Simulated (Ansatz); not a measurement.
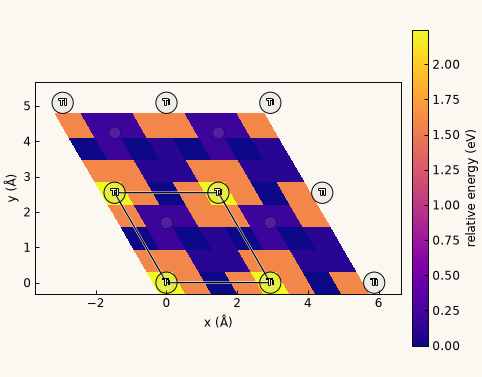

Energy landscape of O on a Ti(001) slab cut from the P6_3/mmc phase (3 atoms of substrate and one adsorbate in a 1 × 1 cell). 
- One O atom a 1 × 1 cell is placed over a mesh of places on the rigid (0 0 1) surface, and only its height is relaxed.
- Places are given modulo a cell vector. The map is drawn in real space over the plane of the surface.
- The scan uses a 4 × 4 grid.
- Energies: eV, counted from the lowest grid point.
- This mesh misses the points at thirds of the hexagonal cell. With one adsorbate in each 1 × 1 cell, its nearest image is 2.9 Å away, so neighbouring adsorbates interact.
- The calculation used DFT r2SCAN, scalar-relativistic, plane waves, PAW (Ansatz).

Drawn: one coloured cell a grid point, labelled circles for the atoms of the top layer and small ones for the second layer, the outline of one cell of the 2 × 2 shown. 

### Where are the lowest and the highest points?

The lowest grid point is at a bridge site between two Ti atoms, (0/4, 2/4) of the cell vectors. The same energy is found at a bridge site between two Ti atoms, (2/4, 0/4) of the cell vectors; a bridge site between two Ti atoms, (2/4, 2/4) of the cell vectors. The highest grid point, the top site over a surface Ti atom, (0/4, 0/4) of the cell vectors, lies 2.24 eV above the lowest. At the lowest point the adsorbate has 2 Ti at 1.81 Å as nearest neighbours, at the highest 1 Ti at 1.59 Å. Its relaxed height above the top atom is 1.05 Å at the lowest and 1.59 Å at the highest point.

The values on the grid:

| place along a₂ ↓, place along a₁ → | 0/4 | 1/4 | 2/4 | 3/4 |
| --- | --- | --- | --- | --- |
| 3/4 | 1.59 | 0.20 | 0.20 | 1.59 |
| 2/4 | 0.00 | 0.20 | 0.00 | 0.10 |
| 1/4 | 1.59 | 1.59 | 0.10 | 0.10 |
| 0/4 | 2.24 | 1.59 | 0.00 | 1.59 |
